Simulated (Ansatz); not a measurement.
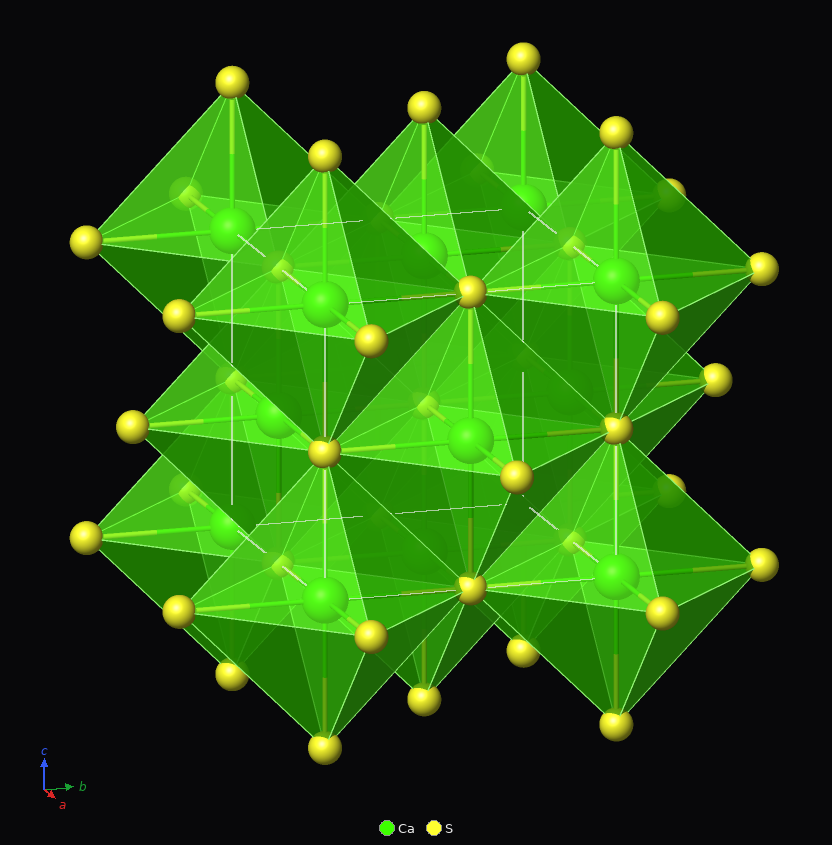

Crystal structure, polyhedral style, seen slightly off an axis. The conventional unit cell is drawn as a box. Some neighbours outside the box are added. Cell: a = 5.71 Å, b = 5.71 Å, c = 5.71 Å, α = 90.00°, β = 90.00°, γ = 90.00°.

Its origin is a random cell made by a generator, so it need not be a real form of the compound. Earlier steps of the study, as a rule a relaxation of our own, may have changed the cell and positions, so they can lie some per cent off the listed ones. It went into a calculation with Ansatz.

Notes on the structure:

The structure is one of CaS. It belongs to space group Fm-3m (No. 225) and has a face-centred cubic lattice. Structure type: rock salt (NaCl type). Counting shared atoms by their share gives 4 Ca, 4 S, or 8 atoms. The polyhedra are CaS6 octahedra; they share corners and edges. Ca sits among six S in an octahedral arrangement at about 2.9 Å. S sits among six Ca in an octahedral arrangement at about 2.9 Å.

Level of theory and settings: DFT LDA, scalar-relativistic, plane waves, PAW (Ansatz 0.2.0), a 420 eV plane-wave basis, k-points about 0.24 Å⁻¹ apart, Gaussian smearing of 0.02 eV, no spin polarisation.

Is it conducting or gapped at this level?

A semiconductor at this level, with a gap of 2.17 eV, indirect.

What does a Bader analysis give?

Ca +1.43 e; S -1.43 e.

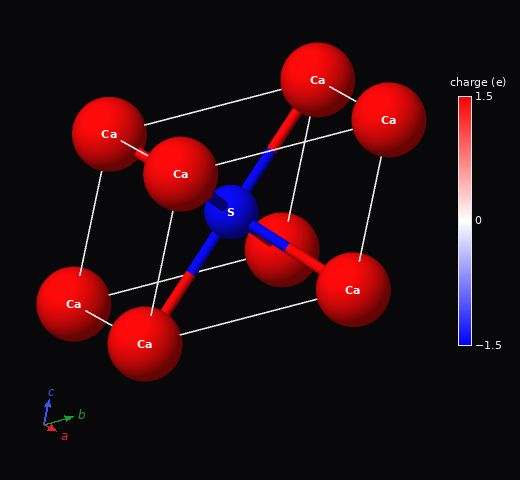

The atoms coloured by those charges. The run's cell of 2 atoms is drawn, so axes and origin can differ from the first picture.

Is this an equilibrium geometry for the method given?

No. All forces vanish to within 0.01 eV/Å. The pressure is -4.5 GPa, so the cell would contract.
